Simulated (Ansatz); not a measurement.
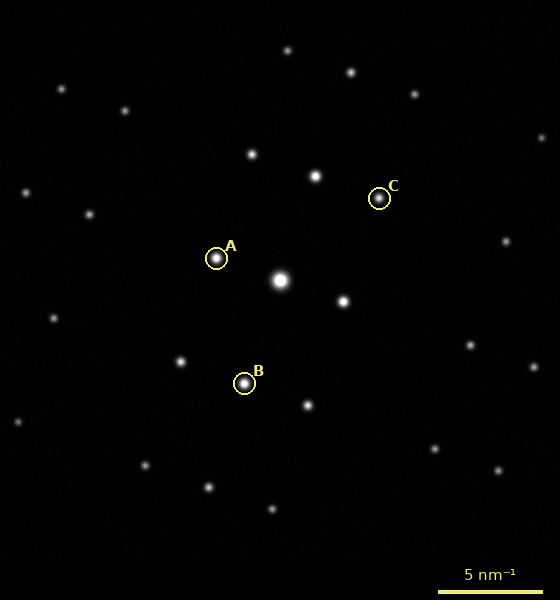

Computed electron diffraction pattern, 100 kV, single scattering only, B = 0.3 Å². The zone axis points towards the electron source and the pattern is seen from the source side.

Crystal: Cu, space group Fd-3m (No. 227), a = 5.35 Å. Structure: the geometry relaxed with DFT, PBE, plane waves (420 eV) with PAW, scalar-relativistic (Ansatz); the starting structure was generated, so it need not be a known form of this composition.

Spot A is indexed -1 1 1 and spot B 0 -2 2.

Q: What are the indices of the remaining marked spot?

A: C = −A − B = 1 1 -3 (d = 1.613 Å).

Q: Give [uvw].

A: The cross product of A and B is parallel to [211]; every spot obeys hu + kv + lw = 0.
